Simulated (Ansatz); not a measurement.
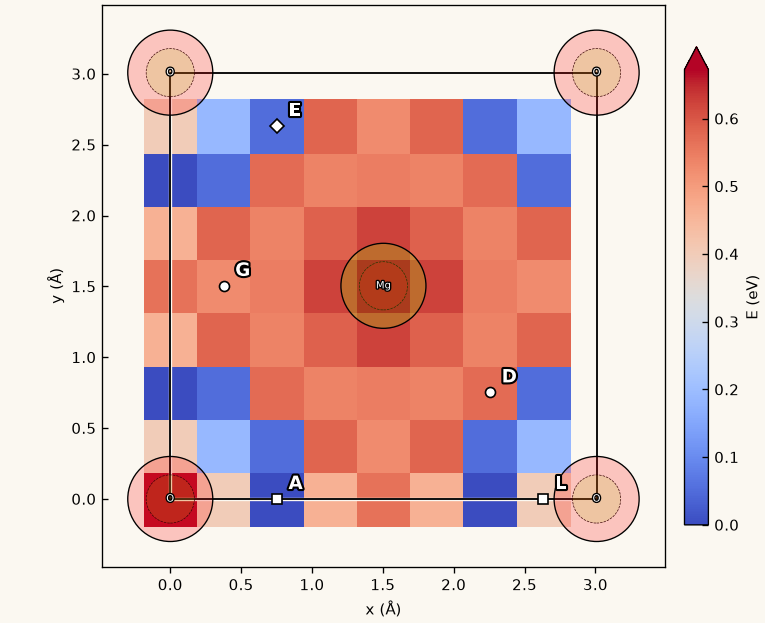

O on a MgO(100) slab cut from the Fm-3m phase, its upper half relaxed before the scan (6 atoms of substrate and one adsorbate in a 1 × 1 cell). O is moved over the surface cell; relaxed at each place: the height of the adsorbate's atoms; substrate rigid; the origin of the map has the adsorbate above O6. Places are given modulo a cell vector. The map is drawn in real space over the plane of the surface. The scan uses an 8 × 8 grid; 15 points were computed and 49 follow by symmetry. Energies: eV, counted from the lowest grid point. Energies and slopes of some neighbouring points disagree (a jump in structure or state, or too coarse a mesh). The magnetic moment jumps between some neighbouring points. With one adsorbate in each 1 × 1 cell, its nearest image is 3.0 Å away, so neighbouring adsorbates interact. All numbers below come from DFT PBE, scalar-relativistic, plane waves, PAW (Ansatz 0.2.0). Settings: cutoff 420 eV, k-mesh 9×9×1, gaussian smearing 0.05 eV, spin-polarised.

The picture shows one coloured cell a grid point, labelled circles for the atoms of the top layer and small ones for the second layer, the outline of one cell of the plane, one colour for all values above the top of the scale, lettered points.

Is A the lowest point of the computed grid?

Answer. Yes. A, at (2/8, 0/8) of the cell vectors [nearest 1 O at 1.49 Å], has the lowest energy of the grid.

Rank the lettered points by energy, lowest first.

Answer. A (0.000 eV), E (0.052 eV), L (0.402 eV), G (0.526 eV), D (0.574 eV).

PAW datasets: the set soft_1.
